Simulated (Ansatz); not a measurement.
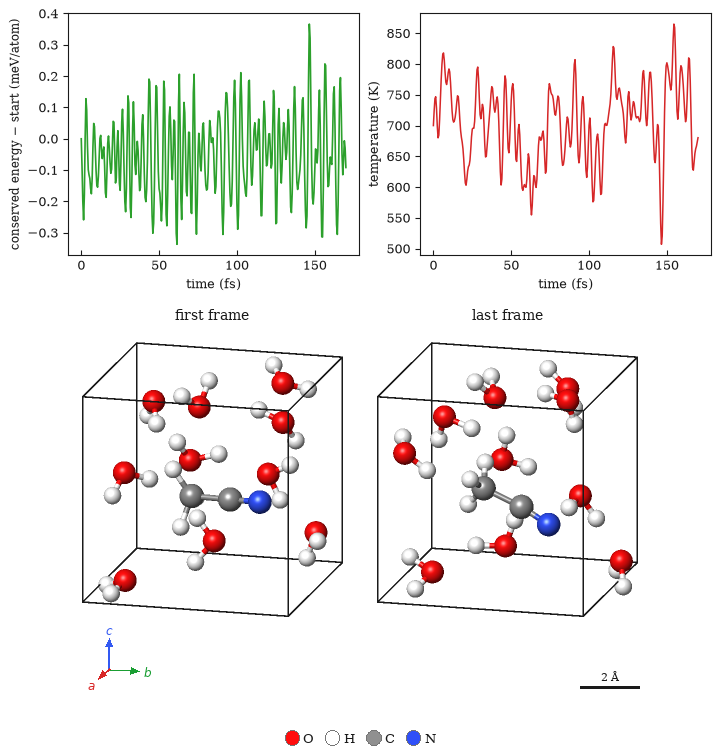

A Born-Oppenheimer molecular dynamics run of a periodic cell with 10 H2O + 1 CH3CN at 0.949 g/cm³, 170 fs long. It starts from the last geometry of an earlier run, with fresh velocities. Style: ball-and-stick. Shown: the simulation cell, slightly off an axis.

Level of theory: DFT PBE-D3(BJ), scalar-relativistic, plane waves, PAW (Ansatz 0.2.0). Settings: plane-wave cutoff 420 eV; k-point mesh 1 × 1 × 1; Fermi-Dirac smearing 0.05 eV; Nosé-Hoover thermostat (NVT); set temperature 700 K; time step 0.5 fs; thermostat time 200.0 fs.

The input:
```yaml
crystal:
  lattice:
    - [7.287362, 0.0, 0.0]
    - [0.0, 7.287362, 0.0]
    - [0.0, 0.0, 7.287362]
  atoms:
    - { symbol: O, position: [0.0546429, 0.09400099, 0.73380636] }
    - { symbol: H, position: [0.15113887, 0.13304709, 0.65216174] }
    - { symbol: H, position: [-0.04139408, 0.04071311, 0.63658715] }
    - { symbol: O, position: [0.71686673, 0.12967164, 0.03734957] }
    - { symbol: H, position: [0.83341331, 0.09211981, 0.00155995] }
    - { symbol: H, position: [0.6429304, 0.02158386, -0.01091193] }
    - { symbol: O, position: [0.54376831, 0.07958108, 0.51331451] }
    - { symbol: H, position: [0.45443267, 0.17868713, 0.46658623] }
    - { symbol: H, position: [0.63980831, 0.04770899, 0.4249265] }
    - { symbol: O, position: [0.54744383, 0.44547943, 0.85975981] }
    - { symbol: H, position: [0.63142389, 0.38315684, 0.9290704] }
    - { symbol: H, position: [0.44925851, 0.46704198, 0.96278501] }
    - { symbol: O, position: [0.58471431, 0.86270011, 0.82299279] }
    - { symbol: H, position: [0.50227377, 0.90291711, 0.71604676] }
    - { symbol: H, position: [0.56272505, 0.73945303, 0.86959957] }
    - { symbol: O, position: [0.31336536, 0.33966448, 0.53153491] }
    - { symbol: H, position: [0.38430143, 0.29583286, 0.63410889] }
    - { symbol: H, position: [0.31110281, 0.4777987, 0.57083621] }
    - { symbol: O, position: [0.17631375, 0.41981632, 0.10825718] }
    - { symbol: H, position: [0.18027401, 0.3300839, -0.00013978] }
    - { symbol: H, position: [0.17233341, 0.33715261, 0.21240823] }
    - { symbol: O, position: [0.21628386, 0.69316405, 0.46332013] }
    - { symbol: H, position: [0.22569841, 0.75428566, 0.34413711] }
    - { symbol: H, position: [0.23528804, 0.80471401, 0.51968509] }
    - { symbol: O, position: [0.29557913, -0.05358481, 0.2167064] }
    - { symbol: H, position: [0.42541737, -0.01129235, 0.21149155] }
    - { symbol: H, position: [0.27396059, -0.10283482, 0.08480525] }
    - { symbol: O, position: [0.18965543, 0.75732612, 0.90258553] }
    - { symbol: H, position: [0.13353886, 0.8656574, 0.86669318] }
    - { symbol: H, position: [0.08505542, 0.68519187, 0.95895194] }
    - { symbol: C, position: [0.75484202, 0.46294235, 0.4816363] }
    - { symbol: C, position: [0.79317571, 0.66028123, 0.48823235] }
    - { symbol: "N", position: [0.84055692, 0.81725474, 0.4991429] }
    - { symbol: H, position: [0.76953417, 0.3769882, 0.60898188] }
    - { symbol: H, position: [0.60242195, 0.44459266, 0.43490269] }
    - { symbol: H, position: [0.80295297, 0.42222836, 0.34057919] }
basis:
  ecutwfc: 420.0
kpoints:
  mp_grid: { grid: [1, 1, 1] }
hamiltonian:
  xc: pbe
  dispersion: d3bj
scf:
  occupations: { method: fermi_dirac, width: 0.05 }
  lower_state_search: "off"
md:
  timestep: 0.5
  n_steps: 340
  ensemble: nvt_nose_hoover
  temperature: 700.0
  initial_velocities: maxwell_boltzmann
  seed: 262143
  nose_hoover: { tau: 200.0, chain_length: 5 }
```

Command:
```bash
ansatz run input.yaml --threads 1 --pin off --max-ram 3072MiB --backend cpu --events-out ev --progress --plain --runs-dir out
```

Question: Check the integration.

Answer: The conserved quantity stays between −0.34 and 0.37 meV per atom of its start. A straight-line fit has a slope that amounts to +0.042 meV per atom over 170 fs (under 0.1 % of the mean kinetic energy), and the ripple about it is 1.6 % of the kinetic energy's fluctuation. With a drift under 2 % and a ripple under 7 %, the integration is accurate. Over the second half the temperature averages 713 K (spread ±64 K). The potential energy in the second half lies on average 1.8 meV per atom below the first frame.

Limits of the set-up: the periodic images lie only 7.3 Å apart, so the values are limited by the cell's size.
